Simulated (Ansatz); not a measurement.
## Run report: WSe$_{2}$, geometry relaxation

WSe$_{2}$ (P6₃/mmc, 6 atoms in the cell), computed with DFT PBE+D3(BJ), scalar-relativistic, plane waves, PAW, PAW set soft_1, no spin polarisation (Ansatz 0.2.0).

The structure derives from a Materials Project entry. Figures and captions count atoms from 1; the log counts them from 0 in places.

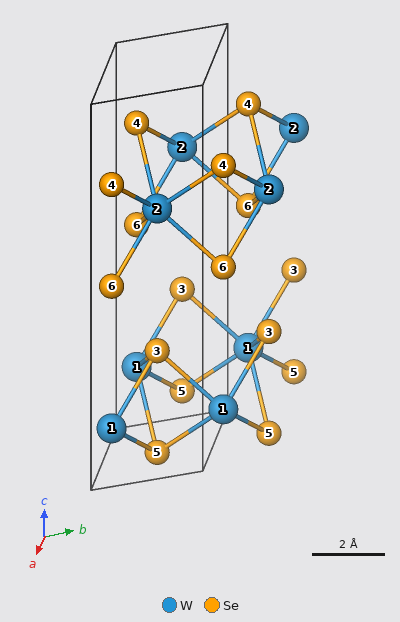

*The input geometry (ball-and-stick view of the cell of the calculation, repeated 2 × 2 × 1, seen at an oblique angle; atoms are numbered from 1 in the order of the input). An atom can appear more than once, as a periodic image.*

Near neighbours in the periodic cell (some may lie outside the picture): W has 6 Se at 2.53 Å; Se has 3 W at 2.53 Å.

Results in brief

```tsv
quantity	value
outcome	converged
space group (tolerance 0.01 Å)	P6₃/mmc (194)
electrons treated	92
free energy	−42654.2452 eV
Fermi energy	13.454 eV
gap on the k-point mesh	1.00 eV
pressure	−0.01 GPa
final volume	119.11 Å³
largest force (length of the vector) at the end	0.002 eV/Å
final cell	a = 3.279 Å, b = 3.279 Å, c = 12.791 Å, α = 90.00°, β = 90.00°, γ = 120.00°
hardware	2 threads of Arm Neoverse N1, 98 GiB of memory available, shared host
wall time	20 s (CPU time 40 s)
peak memory	0.47 GiB
```

Notes

Spin–orbit coupling is left out, which matters for W.

The input
```yaml
crystal:
  lattice:
    - [3.2791271788, 0.0, 0.0]
    - [-1.6395635894, 2.8398074391, 0.0]
    - [0.0, 0.0, 12.7913499748]
  atoms:
    - { symbol: W, position: [0.6666666667, 0.3333333333, 0.249983216] }
    - { symbol: W, position: [0.3333333333, 0.6666666667, 0.750016784] }
    - { symbol: Se, position: [0.3333333333, 0.6666666667, 0.3816499508] }
    - { symbol: Se, position: [0.6666666667, 0.3333333333, 0.8816831786] }
    - { symbol: Se, position: [0.3333333333, 0.6666666667, 0.1183168214] }
    - { symbol: Se, position: [0.6666666667, 0.3333333333, 0.6183500492] }
basis:
  ecutwfc: 420
kpoints:
  mp_grid: { grid: [9, 9, 2] }
hamiltonian:
  xc: pbe
  pseudopotentials: { kind: paw, azcp: { folder: soft_1 } }
  dispersion: d3bj
scf:
  occupations: { method: gaussian, width: 0.02 }
output:
  forces: true
  stress: true
  eigenvalues: true
relax:
  adjacent_minimum: "off"
  f_tol: 0.005
  max_steps: 80
  cell: { stress_tol: 0.05 }
```

Launched with:
```bash
ansatz run input.yaml --threads 2 --pin off --max-ram 6144MiB --backend cpu --events-out ev --progress --plain --runs-dir out
```

The program's output
```
Engine: ansatz 0.2.0, aarch64-unknown-linux-gnu
Pseudopotentials: kind: paw
Pseudopotential: W, paw, valence charge 14, recommended cutoff 420 eV (normal), [file]
Pseudopotential: Se, paw, valence charge 16, recommended cutoff 420 eV (normal), [file]
Functional definition: PBE
  parameter kappa = 0.804
  parameter beta = 0.06672455060314922
  exchange = pbe_x(kappa = kappa, mu = beta*pi^2/3)
  correlation = pbe_c(beta = beta)
Crystal: 6 atoms, lattice volume = 119.114 Å³
Basis set: ecut = 420 eV, 2347 PW (Γ), exchange–correlation on 48×48×180 points (8 copies of the dense FFT grid, shifted against one another)
Bands: 56, of which v1, the nominal top of the filled ones, is band 46 counted from 1 (45 counted from 0)
Symmetry: 12 space group operations
Space group: P-3m1 (ITA 164), of the structure as read, at distance tolerance 4.9e-5 Å
k-points: 24 of 162
Non-local potential: W, projectors of the file, l = 0: 3, l = 1: 2, l = 2: 2, l = 3: 1
Non-local potential: Se, projectors of the file, l = 0: 2, l = 1: 2, l = 2: 3, l = 3: 1
PAW form: soft (Blöchl's): semilocal exchange-correlation on the pseudo side does not see the compensation charge
PAW one-centre angular grid: W, 590 points (default); XC on 64 Gauss nodes
PAW one-centre angular grid: Se, 590 points (default); XC on 64 Gauss nodes
Initial density: superposition of atomic densities (chi_scale 0.1, normalization cell, long waves kept (reshape's long-wave potential 0.03 eV rms))
Initial wavefunctions: pseudopotential atomic-orbital guess
Functional: x = pbe(κ = 0.804, μ = 0.2195149727645171), c = pbe(β = 0.06672455060314922)
SCF iter   1: F=—  HF=-42655.271847 eV  |F-HF|=—  |Δ(HF+E_count)|=         —  Δρ=3.65e-2  dr2=5.60e0  ethr=3.10e-3  ⟨swp⟩=6.3  Hψ=4791  notcnv=0  defer=1
preconditioner: auto → Resta (q_TF=auto, 2.613 Å⁻¹)  ε∞=6.2  [insulator: Δε(μ)=0.905 eV  Ē_g=8.980 eV  σ=0.020 eV  W_gap=1.00  n_scr=40 (ndim 8)  ℏωp=20.4 eV  f_vac=0.014  D(μ)=0.00/eV (n_scr^D=0)  ε∞_Penn≈6.2]
SCF iter   2: F=—  HF=-42654.470367 eV  |F-HF|=—  |Δ(HF+E_count)|=   8.01e-1  Δρ=2.27e-2  dr2=8.23e-1  ethr=3.10e-3  ⟨swp⟩=2.6  Hψ=1875  notcnv=0  defer=58
SCF iter   3: F=—  HF=-42654.287087 eV  |F-HF|=—  |Δ(HF+E_count)|=   1.83e-1  Δρ=8.86e-3  dr2=2.57e-1  ethr=8.95e-4  ⟨swp⟩=2.0  Hψ=1809  notcnv=0  defer=58
SCF iter   4: F=—  HF=-42654.243033 eV  |F-HF|=—  |Δ(HF+E_count)|=   4.41e-2  Δρ=2.40e-3  dr2=8.93e-3  ethr=2.80e-4  ⟨swp⟩=2.3  Hψ=1819  notcnv=0  defer=58
SCF iter   5: F=—  HF=-42654.244086 eV  |F-HF|=—  |Δ(HF+E_count)|=   1.05e-3  Δρ=1.04e-3  dr2=2.01e-3  ethr=9.71e-6  ⟨swp⟩=2.0  Hψ=2600  notcnv=0  defer=58
SCF iter   6: F=—  HF=-42654.244918 eV  |F-HF|=—  |Δ(HF+E_count)|=   8.32e-4  Δρ=4.07e-4  dr2=2.01e-4  ethr=2.19e-6  ⟨swp⟩=2.0  Hψ=2524  notcnv=0  defer=58
SCF iter   7: F=—  HF=-42654.245187 eV  |F-HF|=—  |Δ(HF+E_count)|=   2.69e-4  Δρ=9.27e-5  dr2=9.04e-6  ethr=2.19e-7  ⟨swp⟩=2.0  Hψ=1730  notcnv=0  defer=58
SCF iter   8: F=—  HF=-42654.245171 eV  |F-HF|=—  |Δ(HF+E_count)|=   1.62e-5  Δρ=3.20e-5  dr2=1.14e-6  ethr=9.83e-9  ⟨swp⟩=2.0  Hψ=2345  notcnv=0  defer=58
SCF iter   9: F=-42654.245173 eV  HF=-42654.245173 eV  |F-HF|=1.56e-8  |Δ(HF+E_count)|=   2.71e-6  Δρ=9.02e-6  dr2=6.63e-8  ethr=1.09e-10  ⟨swp⟩=9.7  Hψ=6499  notcnv=0
SCF 1 converged in 9 iterations: F = -42654.245173 eV  dr2 = 6.63e-8
  greatest PAW one-centre occupation: 1.000 electrons in one spin orbital (limit 2), on the Se atom at site 4 (counted from 0), in its partial waves of l = 2
relax step   1: F+E_penalty+E_count = -42654.24517341 eV  Δ(F+E_penalty+E_count) = +0.000e0 eV  max|allowed force component| = 1.668e-3 eV/Å  Δτ_max = 0.0000 Å  P = -0.009 GPa  Ω = 119.114 Å³  (9 SCF iters, dr2 threshold 1.00e-7 eV, accepted)
Initial density: handed on by an earlier stage of this run
Initial wavefunctions: pseudopotential atomic-orbital guess (no wavefunctions were taken with the density)
iter 1 solved again at ethr=9.84e-8 eV; its pass at ethr=3.10e-3 eV (dr2=9.05e-5 eV) is discarded
SCF iter   1: F=—  HF=-42654.245191 eV  |F-HF|=—  |Δ(HF+E_count)|=         —  Δρ=8.94e-6  dr2=6.14e-8  ethr=9.84e-8  ⟨swp⟩=3.6  Hψ=8403  notcnv=0
preconditioner: auto → Resta (q_TF=auto, 2.613 Å⁻¹)  ε∞=6.1  [insulator: Δε(μ)=0.999 eV  Ē_g=9.011 eV  σ=0.020 eV  W_gap=1.00  n_scr=40 (ndim 8)  ℏωp=20.4 eV  f_vac=0.029  D(μ)=0.00/eV (n_scr^D=0)  ε∞_Penn≈6.1]
SCF iter   2: F=—  HF=-42654.245173 eV  |F-HF|=—  |Δ(HF+E_count)|=   1.73e-5  Δρ=5.55e-6  dr2=2.16e-8  ethr=6.67e-11  ⟨swp⟩=2.5  Hψ=2715  notcnv=0
SCF iter   3: F=—  HF=-42654.245173 eV  |F-HF|=—  |Δ(HF+E_count)|=   1.80e-8  Δρ=2.18e-6  dr2=7.10e-9  ethr=2.35e-11  ⟨swp⟩=2.0  Hψ=1765  notcnv=0
SCF iter   4: F=—  HF=-42654.245173 eV  |F-HF|=—  |Δ(HF+E_count)|=   4.40e-9  Δρ=6.69e-7  dr2=7.55e-10  ethr=7.72e-12  ⟨swp⟩=2.0  Hψ=1734  notcnv=0
SCF iter   5: F=—  HF=-42654.245173 eV  |F-HF|=—  |Δ(HF+E_count)|=  8.73e-10  Δρ=3.14e-7  dr2=1.32e-10  ethr=1.00e-12  ⟨swp⟩=2.0  Hψ=1736  notcnv=0
SCF iter   6: F=-42654.245173 eV  HF=-42654.245173 eV  |F-HF|=2.18e-11  |Δ(HF+E_count)|=  3.13e-10  Δρ=1.37e-7  dr2=2.41e-11  ethr=1.00e-12  ⟨swp⟩=4.3  Hψ=4758  notcnv=0
SCF 2 converged in 6 iterations: F = -42654.245173 eV  dr2 = 2.41e-11
relax step   2: F+E_penalty+E_count = -42654.24517344 eV  Δ(F+E_penalty+E_count) = -3.167e-8 eV  max|allowed force component| = 1.609e-3 eV/Å  Δτ_max = 0.0000 Å  P = -0.009 GPa  Ω = 119.114 Å³  stress off target by 9.63e-3 GPa  SCF on the basis re-selected at this cell (its energy is not comparable with the rows above)  (6 SCF iters)
```

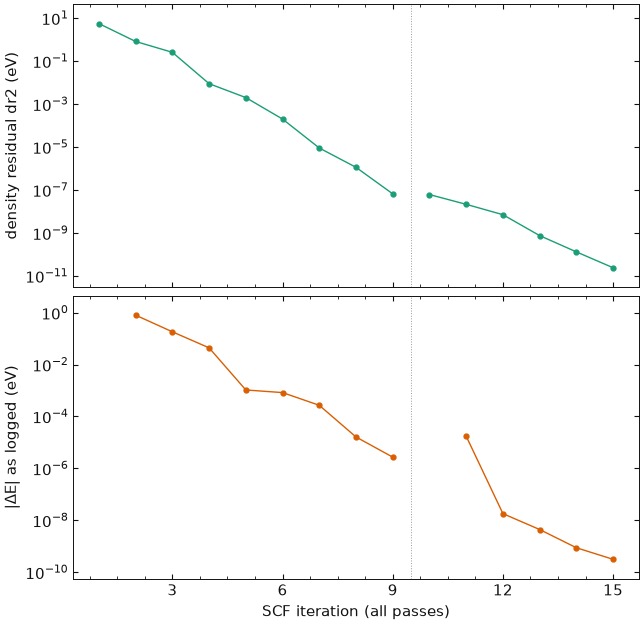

*Convergence of the self-consistent field: density residual dr2 and size of the energy change against the SCF iteration. The dotted lines part the SCF passes of the relaxation: geometry steps, rejected trials and re-solves on a re-selected basis.*

The passes take 9 and 6 iterations.

```
basis re-selected at this cell: Δ(F+E_penalty+E_count) = -3.167e-8 eV, ΔP = +0.000 GPa vs the last step (what re-selecting the basis moved, of the pressure what is left beyond the Pulay correction that the steps carried, after the strain that the cell walked since its last selection, with what the two solves' SCF thresholds leave and, on support functions, any second-order correction that the steps lacked; it is no measure of the basis error at this ecutwfc). This SCF's stress stands 9.63e-3 GPa from its target on what of the cell is left free (relax.cell.stress_tol is 5.00e-2 GPa) and its largest allowed force component is 1.61e-3 eV/Å (relax.f_tol is 5.00e-3 eV/Å): within both
SCF converged after 6 iterations
Free energy (F): -42654.245173 eV
Harris-Foulkes:  -42654.245173 eV  (|F-HF|=2.18e-11)
Internal energy: -42654.245173 eV  (E = F + TS)
E sigma→0 (E₀):  -42654.245173 eV
Fermi energy:    13.453536 eV
--- Per-component energies (eV) ---
  E_band       = -1685.717146
  E_kinetic    = 1290.416304
  E_local      = -11869.699367  (includes V_loc(G=0)·N_el)
  E_nonlocal   = -1467.601935
  E_hartree    = 6132.086533
  E_xc         = -878.193773
  E_vxc        = -827.669180  (∫ρ·V_xc dr)
  E_paw        = -25675.007275  (= ΣΔE_a)
  E_vpaw       = -1075.334601  (= ΣTr[D̂ρ^β])
  E_aug_tail   = -0.001258  (compensation charges beyond the density's cutoff)
  E_ewald      = -10183.391630
  E_disp       = -2.852772  (pairwise vdW)
  E_smearing   = -0.000000  (= −TS)
  E_closure    = -0.000000  (closes the sum)
  Σ components = -42654.245173   (vs F -42654.245173, Δ=0.00e0)
--- Forces (eV/Å), atoms counted from 1 ---
  atom   1  W      0.00000000    -0.00000000     0.00017389
  atom   2  W      0.00000000     0.00000000    -0.00017389
  atom   3  Se    -0.00000000     0.00000000     0.00160910
  atom   4  Se     0.00000000    -0.00000000     0.00124435
  atom   5  Se    -0.00000000     0.00000000    -0.00124435
  atom   6  Se     0.00000000    -0.00000000    -0.00160910
  max |Σ_I F_I| component: 2.31e-18 eV/Å
--- Stress (GPa, compression-positive) ---
       -0.008724       0.000000      -0.000000
       -0.000000      -0.008724       0.000000
       -0.000000       0.000000      -0.009628
  P = ⅓ Tr σ = -0.0090 GPa (-0.090 kbar)
--- Band table (eV; the first three rows and the last of 24) ---
  k-point 0: bands = ["-61.3298", "-61.3298", "-34.9264", "-34.9264", "-34.9264", "-34.9264", "-34.9259", "-34.9259", "-34.9258", "-34.9258", "-34.8994", "-34.8994", "-34.8989", "-34.8989", "-34.8983", "-34.8983", "-34.8978", "-34.8978", "-34.8884", "-34.8880", "-34.8864", "-34.8860", "-25.5930", "-25.5929", "-25.4512", "-25.4512", "-25.4512", "-25.4512", "-2.3989", "-2.0824", "-1.2664", "-0.7469", "5.6881", "6.9582", "9.1622", "10.3199", "10.3199", "10.3421", "10.3421", "11.4293", "11.4293", "11.5001", "11.5001", "11.7601", "11.9912", "12.9545", "15.5875", "15.5875", "15.6360", "15.6360", "15.6524", "15.6524", "15.8952", "15.8952", "17.5134", "18.1942"]
  k-point 1: bands = ["-61.3298", "-61.3298", "-34.9264", "-34.9264", "-34.9264", "-34.9264", "-34.9258", "-34.9258", "-34.9258", "-34.9258", "-34.8992", "-34.8992", "-34.8992", "-34.8992", "-34.8980", "-34.8980", "-34.8980", "-34.8980", "-34.8882", "-34.8882", "-34.8862", "-34.8862", "-25.5930", "-25.5930", "-25.4512", "-25.4512", "-25.4512", "-25.4512", "-2.2700", "-2.2697", "-0.9813", "-0.9810", "6.2050", "6.2057", "10.2929", "10.2936", "10.3307", "10.3307", "10.3307", "10.3307", "11.4646", "11.4646", "11.4647", "11.4647", "12.7493", "12.7499", "15.5868", "15.5868", "15.5870", "15.5870", "15.7978", "15.7978", "15.7980", "15.7980", "17.8861", "17.8861"]
  k-point 2: bands = ["-61.3286", "-61.3286", "-34.9263", "-34.9263", "-34.9260", "-34.9259", "-34.9259", "-34.9258", "-34.9253", "-34.9253", "-34.8995", "-34.8995", "-34.8991", "-34.8990", "-34.8986", "-34.8983", "-34.8982", "-34.8979", "-34.8881", "-34.8878", "-34.8861", "-34.8858", "-25.5871", "-25.5871", "-25.4799", "-25.4799", "-25.4578", "-25.4578", "-2.2110", "-1.8964", "-1.1588", "-0.6617", "5.9298", "7.1961", "9.0036", "9.7606", "9.8092", "10.4914", "10.5298", "10.6988", "11.1164", "11.2008", "11.3494", "11.8064", "12.1272", "12.6273", "15.0851", "15.2872", "15.3819", "15.4011", "15.4246", "15.6914", "15.8447", "16.0009", "18.4664", "19.0361"]
  k-point 23: bands = ["-61.3178", "-61.3178", "-34.9246", "-34.9246", "-34.9233", "-34.9233", "-34.9232", "-34.9232", "-34.9231", "-34.9230", "-34.9012", "-34.9011", "-34.9002", "-34.9002", "-34.8993", "-34.8993", "-34.8992", "-34.8992", "-34.8859", "-34.8859", "-34.8836", "-34.8836", "-25.6319", "-25.6319", "-25.6057", "-25.6057", "-25.5367", "-25.5367", "0.1059", "0.1059", "0.1867", "0.1867", "7.1611", "7.1613", "7.2606", "7.2606", "8.2151", "8.2153", "8.5159", "8.5159", "9.5485", "9.5485", "10.1573", "10.1573", "12.5941", "12.5943", "14.3319", "14.3319", "15.3067", "15.3073", "16.1333", "16.1333", "17.2898", "17.2898", "19.1840", "19.1840"]
--- Relaxed structure (1 steps of the walk, 1 accepted, 1 SCFs on fresh bases) ---
  F+E_penalty+E_count = -42654.24517344 eV   max|allowed force component| = 1.609e-3 eV/Å   (the final SCF, on the basis selected at the relaxed cell)
  cell:  # Å, volume = 119.1142 Å³
    - [3.2791271788110867, 0.0, 0.0]
    - [-1.6395635894055434, 2.8398074390903987, 0.0]
    - [0.0, 0.0, 12.7913499748]
  atoms:
    - { symbol: W, position: [0.6666666666666666, 0.33333333333333337, 0.249983216] }
    - { symbol: W, position: [0.33333333333333337, 0.6666666666666667, 0.7500167840000002] }
    - { symbol: Se, position: [0.33333333333333337, 0.6666666666666667, 0.3816499508] }
    - { symbol: Se, position: [0.6666666666666666, 0.33333333333333337, 0.8816831786] }
    - { symbol: Se, position: [0.33333333333333337, 0.6666666666666667, 0.1183168214] }
    - { symbol: Se, position: [0.6666666666666666, 0.33333333333333337, 0.6183500492] }
```

Trajectory as extended XYZ (Å, eV, eV/Å), 2 frames, from step=1 to step=2
```
6
Lattice="3.2791 0.0000 0.0000 -1.6396 2.8398 0.0000 0.0000 0.0000 12.7913" Properties=species:S:1:pos:R:3:forces:R:3 step=1 energy=-42654.24517 pressure_GPa=-0.01
W     1.6396    0.9466    3.1976    0.0000   0.0000   0.0001
W     0.0000    1.8932    9.5937    0.0000   0.0000  -0.0001
Se    0.0000    1.8932    4.8818    0.0000   0.0000   0.0017
Se    1.6396    0.9466   11.2779    0.0000   0.0000   0.0013
Se    0.0000    1.8932    1.5134    0.0000   0.0000  -0.0013
Se    1.6396    0.9466    7.9095    0.0000   0.0000  -0.0017
6
Lattice="3.2791 0.0000 0.0000 -1.6396 2.8398 0.0000 0.0000 0.0000 12.7913" Properties=species:S:1:pos:R:3:forces:R:3 step=2 energy=-42654.24517 pressure_GPa=-0.01
W     1.6396    0.9466    3.1976    0.0000   0.0000   0.0002
W     0.0000    1.8932    9.5937    0.0000   0.0000  -0.0002
Se    0.0000    1.8932    4.8818    0.0000   0.0000   0.0016
Se    1.6396    0.9466   11.2779    0.0000   0.0000   0.0012
Se    0.0000    1.8932    1.5134    0.0000   0.0000  -0.0012
Se    1.6396    0.9466    7.9095    0.0000   0.0000  -0.0016
```
